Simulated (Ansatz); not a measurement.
# Single-point calculation of SnS$_{2}$

The run: single-point calculation of SnS$_{2}$ (P-3m1, 3 atoms in the cell). Method and program: DFT PBE, scalar-relativistic, plane waves, PAW, no spin polarisation (Ansatz 0.2.0).

The structure derives from a Materials Project entry. Figures and captions count atoms from 1; the log counts them from 0 in places.

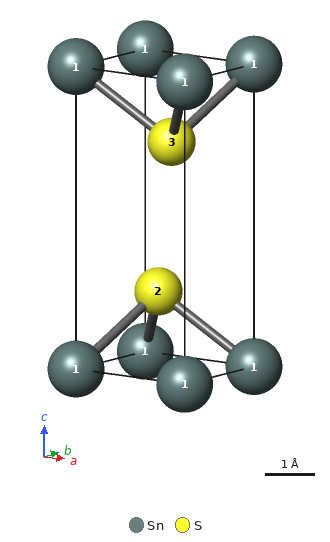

The structure (ball-and-stick view of the cell of the calculation, seen slightly off an axis; atoms are numbered from 1 in the order of the input). An atom can appear more than once, as a periodic image.

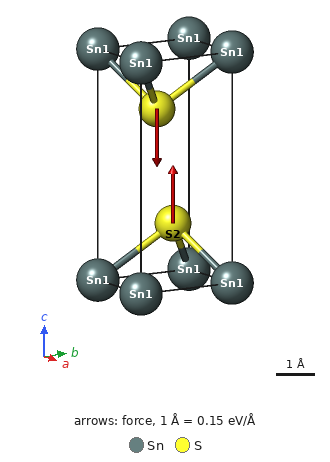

Forces on the atoms as red arrows (ball-and-stick view of the cell of the calculation, seen slightly off an axis; atoms are numbered from 1 in the order of the input). The largest act on S2, S3 (0.24 eV/Å). The geometry is not a stationary point of this energy.

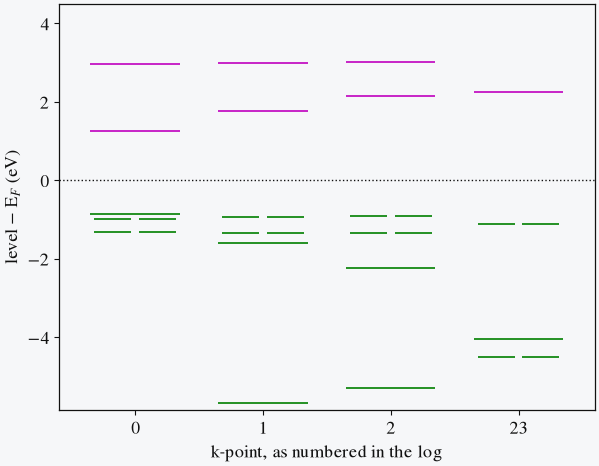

Kohn–Sham levels near the Fermi level (dotted) at the few k-points that the log prints; levels within 0.02 eV of each other stand side by side. Among these points the highest filled and lowest empty levels are 2.13 eV apart; the gap on the full mesh, 1.61 eV, has an edge at a point that isn't printed.

The input and output of the run follow.

## Input file
```yaml
crystal:
  lattice:
    - [3.6743056006, 0.0, 0.0]
    - [-1.8371528003, 3.1820419914, 0.0]
    - [0.0, 0.0, 6.22883184]
  atoms:
    - { symbol: Sn, position: [0.0, 0.0, 0.0] }
    - { symbol: S, position: [0.33333333, 0.66666667, 0.23465347] }
    - { symbol: S, position: [0.66666667, 0.33333333, 0.76534653] }
basis:
  ecutwfc: 420
kpoints:
  mp_grid: { grid: [6, 6, 4] }
hamiltonian:
  xc: pbe
scf:
  occupations: { method: gaussian, width: 0.1 }
output:
  forces: true
  stress: true
  eigenvalues: true
```

Command:
```bash
ansatz run input.yaml --threads 4 --pin off --max-ram 10240MiB --backend cpu --events-out ev --progress --plain --runs-dir out
```

## Log
```
Engine: ansatz 0.2.0, aarch64-unknown-linux-gnu
Pseudopotentials: kind: paw
Pseudopotential: Sn, paw, valence charge 14, recommended cutoff 420 eV (normal), Sn.paw.azcp
Pseudopotential: S, paw, valence charge 6, recommended cutoff 420 eV (normal), S.paw.azcp
Functional definition: PBE
  parameter kappa = 0.804
  parameter beta = 0.06672455060314922
  exchange = pbe_x(kappa = kappa, mu = beta*pi^2/3)
  correlation = pbe_c(beta = beta)
Crystal: 3 atoms, lattice volume = 72.826 Å³
Basis set: ecut = 420 eV, 1425 PW (Γ), exchange–correlation on 50×50×90 points (8 copies of the dense FFT grid, shifted against one another)
Bands: 17, of which v1, the nominal top of the filled ones, is band 13 counted from 1 (12 counted from 0)
Symmetry: 12 space group operations
Space group: P-3m1 (ITA 164), of the structure as read, at distance tolerance 4.2e-5 Å
k-points: 24 of 144
Non-local potential: Sn, projectors of the file, l = 0: 2, l = 1: 2, l = 2: 2, l = 3: 2
Non-local potential: S, projectors of the file, l = 0: 2, l = 1: 2, l = 2: 2
PAW form: soft (Blöchl's): semilocal exchange-correlation on the pseudo side does not see the compensation charge
PAW one-centre angular grid: Sn, 590 points (default); XC on 64 Gauss nodes
PAW one-centre angular grid: S, 110 points (default); XC on 64 Gauss nodes
Initial density: superposition of atomic densities (neutral atoms: chi_scale 0, normalization atom), corrected by the library's trained network
Initial wavefunctions: pseudopotential atomic-orbital guess
Functional: x = pbe(κ = 0.804, μ = 0.2195149727645171), c = pbe(β = 0.06672455060314922)
SCF iter   1: F=—  HF=-7829.455027 eV  |F-HF|=—  |Δ(HF+E_count)|=         —  Δρ=1.12e-3  dr2=5.24e-4  ethr=1.77e-3  ⟨swp⟩=5.8  Hψ=2267  notcnv=0
preconditioner: auto → Resta (q_TF=auto, 2.298 Å⁻¹)  ε∞=2.9  [insulator: Δε(μ)=1.607 eV  Ē_g=16.033 eV  σ=0.100 eV  W_gap=1.00  n_scr=22 (ndim 8)  ℏωp=22.2 eV  f_vac=0.061  D(μ)=0.00/eV (n_scr^D=0)  ε∞_Penn≈2.9]
SCF iter   2: F=—  HF=-7829.454520 eV  |F-HF|=—  |Δ(HF+E_count)|=   5.06e-4  Δρ=6.12e-4  dr2=1.91e-4  ethr=2.02e-6  ⟨swp⟩=2.1  Hψ=918  notcnv=0
SCF iter   3: F=—  HF=-7829.454644 eV  |F-HF|=—  |Δ(HF+E_count)|=   1.24e-4  Δρ=2.41e-4  dr2=1.80e-5  ethr=7.34e-7  ⟨swp⟩=2.0  Hψ=720  notcnv=0
SCF iter   4: F=—  HF=-7829.454620 eV  |F-HF|=—  |Δ(HF+E_count)|=   2.38e-5  Δρ=6.91e-5  dr2=3.53e-6  ethr=6.91e-8  ⟨swp⟩=2.0  Hψ=584  notcnv=0
SCF iter   5: F=—  HF=-7829.454621 eV  |F-HF|=—  |Δ(HF+E_count)|=   4.96e-7  Δρ=2.24e-5  dr2=3.00e-7  ethr=1.36e-8  ⟨swp⟩=2.0  Hψ=529  notcnv=0
SCF iter   6: F=-7829.454621 eV  HF=-7829.454621 eV  |F-HF|=7.16e-9  |Δ(HF+E_count)|=   5.56e-8  Δρ=3.01e-6  dr2=8.55e-9  ethr=3.85e-10  ⟨swp⟩=6.0  Hψ=2050  notcnv=0
SCF 1 converged in 6 iterations: F = -7829.454621 eV  dr2 = 8.55e-9
  greatest PAW one-centre occupation: 0.993 electrons in one spin orbital (limit 2), on the Sn atom at site 0 (counted from 0), in its partial waves of l = 2
SCF converged after 6 iterations
Free energy (F): -7829.454621 eV
Harris-Foulkes:  -7829.454621 eV  (|F-HF|=7.16e-9)
Internal energy: -7829.454621 eV  (E = F + TS)
E sigma→0 (E₀):  -7829.454621 eV
Fermi energy:    6.258369 eV
--- Per-component energies (eV) ---
  E_band       = -141.323296
  E_kinetic    = 400.621080
  E_local      = -1784.518268  (includes V_loc(G=0)·N_el)
  E_nonlocal   = 27.002046
  E_hartree    = 929.682110
  E_xc         = -574.665264
  E_vxc        = -268.684233  (∫ρ·V_xc dr)
  E_paw        = -5343.354225  (= ΣΔE_a)
  E_vpaw       = -375.109363  (= ΣTr[D̂ρ^β])
  E_aug_tail   = 0.000003  (compensation charges beyond the density's cutoff)
  E_ewald      = -1484.222103
  E_smearing   = -0.000000  (= −TS)
  E_closure    = 0.000000  (closes the sum)
  Σ components = -7829.454621   (vs F -7829.454621, Δ=0.00e0)
--- Forces (eV/Å), atoms counted from 1 ---
  atom   1  Sn     0.00000000     0.00000000     0.00000000
  atom   2  S      0.00000000     0.00000000     0.23742036
  atom   3  S      0.00000000    -0.00000000    -0.23742036
  max |Σ_I F_I| component: 3.94e-31 eV/Å
--- Stress (GPa, compression-positive) ---
        2.138472      -0.000000       0.000000
        0.000000       2.138472      -0.000000
        0.000000      -0.000000       2.267698
  P = ⅓ Tr σ = 2.1815 GPa (21.815 kbar)
--- Band table (eV; the first three rows and the last of 24) ---
  k-point 0: bands = ["-15.3136", "-15.3136", "-15.2742", "-15.2481", "-15.2481", "-8.0438", "-6.1217", "0.2954", "4.9427", "4.9427", "5.2762", "5.2762", "5.3888", "7.5169", "9.2330", "10.9386", "10.9386"]
  k-point 1: bands = ["-15.3136", "-15.3136", "-15.2741", "-15.2481", "-15.2481", "-8.0039", "-6.2137", "0.5905", "4.6708", "4.9211", "4.9211", "5.3096", "5.3096", "8.0378", "9.2530", "10.8691", "10.8691"]
  k-point 2: bands = ["-15.3136", "-15.3136", "-15.2741", "-15.2481", "-15.2481", "-7.9606", "-6.3072", "0.9501", "4.0319", "4.9026", "4.9026", "5.3400", "5.3400", "8.4165", "9.2694", "10.8021", "10.8021"]
  k-point 23: bands = ["-15.3362", "-15.3362", "-15.2469", "-15.2469", "-15.2254", "-5.6515", "-5.6515", "-1.4603", "1.7507", "1.7507", "2.2196", "5.1400", "5.1400", "8.5047", "11.1728", "11.1728", "12.8092"]
```

## Results in brief

```json
{"quantity": "outcome", "value": "converged"}
{"quantity": "space group (tolerance 0.01 Å)", "value": "P-3m1 (164)"}
{"quantity": "electrons treated", "value": "26"}
{"quantity": "free energy", "value": "−7829.4546 eV"}
{"quantity": "Fermi energy", "value": "6.258 eV"}
{"quantity": "gap on the k-point mesh", "value": "1.61 eV"}
{"quantity": "pressure", "value": "2.18 GPa"}
{"quantity": "largest force (length of the vector)", "value": "0.237 eV/Å"}
{"quantity": "hardware", "value": "4 threads of Arm Neoverse V1, 24 GiB of memory available, shared host"}
{"quantity": "wall time", "value": "0.66 s (CPU time 2.1 s)"}
{"quantity": "peak memory", "value": "0.35 GiB"}
```
